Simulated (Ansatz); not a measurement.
Si₂Ni

The calculation's input:

```
crystal:
  lattice:
    - [5.466476097, 0.0, 0.0]
    - [0.0, 5.466476097, 0.0]
    - [0.0, 0.0, 5.3210624471]
  atoms:
    - { symbol: Ni, position: [0.0, 0.0, 0.0] }
    - { symbol: Ni, position: [0.0, 0.5, 0.5] }
    - { symbol: Ni, position: [0.5, 0.0, 0.5] }
    - { symbol: Ni, position: [0.5, 0.5, 0.0] }
    - { symbol: Si, position: [0.25, 0.25, 0.25] }
    - { symbol: Si, position: [0.75, 0.75, 0.75] }
    - { symbol: Si, position: [0.25, 0.75, 0.75] }
    - { symbol: Si, position: [0.75, 0.25, 0.25] }
    - { symbol: Si, position: [0.75, 0.25, 0.75] }
    - { symbol: Si, position: [0.25, 0.75, 0.25] }
    - { symbol: Si, position: [0.75, 0.75, 0.25] }
    - { symbol: Si, position: [0.25, 0.25, 0.75] }
scf:
  occupations: { method: methfessel_paxton, width: 0.1 }
output:
  forces: true
  stress: true
  eigenvalues: true
  write_density: true
  write_potential: true
  elf: true
  volumetric_format: npy
kpoints:
  mp_grid: { grid: [10, 10, 10] }
hamiltonian:
  xc: r2scan
relax:
  f_tol: 0.005
  adjacent_minimum: "off"
  cell: { stress_tol: 0.03, fix: [a, b, angles] }
```

Run with:

```sh
ansatz run input.yaml --threads 4 --pin off --max-ram 10240MiB --backend cpu --events-out ev --progress --plain --runs-dir out
```

The fields are those of the relaxed geometry.

Space group I4/mmm; a generated structure, not necessarily the stable one; computed without spin polarisation.

All numbers below come from Ansatz 0.2.0, DFT r2SCAN, scalar-relativistic, plane waves, PAW.

What will maps of the valence pseudo-density and electron localisation function show?

Si–Ni (2.34 Å): ρ at the midpoint is about 0.48 e/Å³; the ELF peaks at about 0.75 in the valence shell of Si, 0.9 Å from its nucleus, and is about 0.55 at the midpoint.

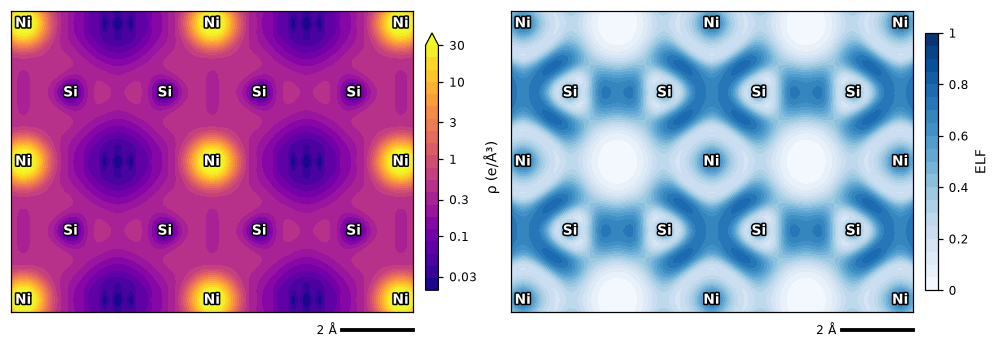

Computed valence pseudo-density and electron localisation function on the (110) plane of the calculation cell, in this order. 
